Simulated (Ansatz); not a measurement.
**MgTe: density, localisation and related maps**

Input file:

```
crystal:
  lattice:
    - [0.0, 3.1395152938, 3.1395152938]
    - [3.1395152938, 0.0, 3.1395152938]
    - [3.1395152938, 3.1395152938, 0.0]
  atoms:
    - { symbol: Mg, position: [0.0, 0.0, 0.0] }
    - { symbol: Te, position: [0.25, 0.25, 0.25] }
kpoints:
  mp_grid: { grid: [6, 6, 6] }
hamiltonian:
  xc: pbe
scf:
  occupations: { method: fermi_dirac, width: 0.02 }
relax:
  f_tol: 0.005
  cell: {}
output:
  write_density: true
  write_potential: true
  elf: true
  volumetric_format: npy
```

Command:

```sh
ansatz run input.yaml --threads 2 --pin off --max-ram 2211MiB --backend cpu --events-out ev --progress --plain --runs-dir out
```

Below, planes, directions and counts refer to the conventional cell (a = 6.51 Å, b = 6.51 Å, c = 6.51 Å, α = 90.00°, β = 90.00°, γ = 90.00°).

The fields are those of the run's last geometry, not of the input's.

Space group F-43m; started from the zincblende prototype, which need not be the ambient phase.

Method: Ansatz 0.2.0, DFT, PBE, plane waves, PAW.

Core electrons are frozen (PAW), and the valence fields are smoothed inside the atomic spheres.

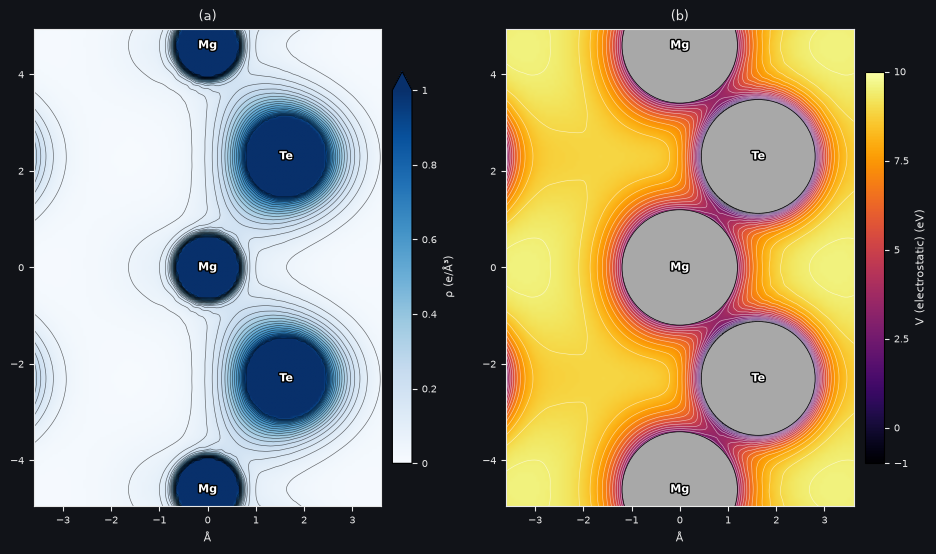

Figure 1. (a) valence pseudo-density; (b) electrostatic potential energy of an electron on the (110) plane of the conventional cell. Grey discs cover the atomic cores in the potential map.

Interpret the plot.

- The plane passes through Mg and Te nuclei.
- Mg–Te (2.82 Å): ρ at the midpoint is about 0.3 e/Å³.
- Between the atoms the lowest density in this plane is 0.007 e/Å³.
- Outside the cores the potential energy rises away from the atoms and is highest about 2.8 Å from the nearest atoms; its zero is arbitrary.

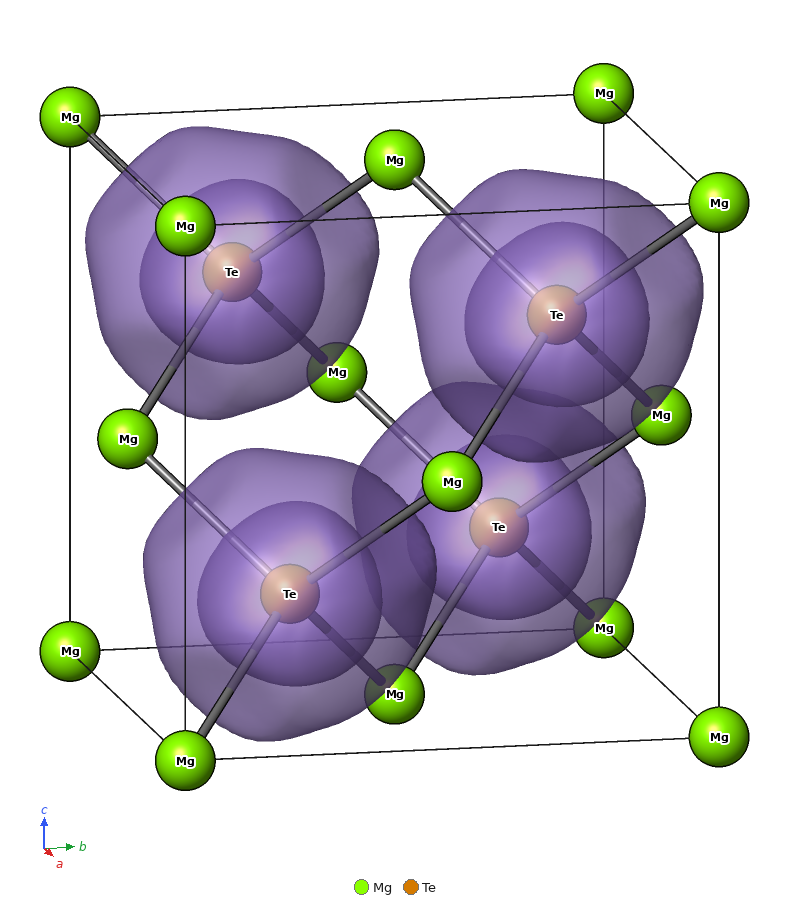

Figure 2. Isosurface of the ELF at 0.6 (purple), seen slightly off an axis. Core shells and regions of very low density are left out. Sticks mark near contacts.

Describe the localisation domains.

The surface consists of four regions wrapped around Te (the valence shell of each), counted in one cell of 8 atoms. Regions shared between cells count once. Along the contacts the grid gives the following. Mg–Te (2.82 Å): the ELF peaks at about 0.85 in the valence shell of Te, 1.4 Å from its nucleus, and is about 0.85 at the midpoint.

Does the calculation give a band gap?

It is gapped, with a Kohn–Sham gap of 2.3 eV on the k-point mesh (the band edges may lie off the mesh, which would make the gap smaller).
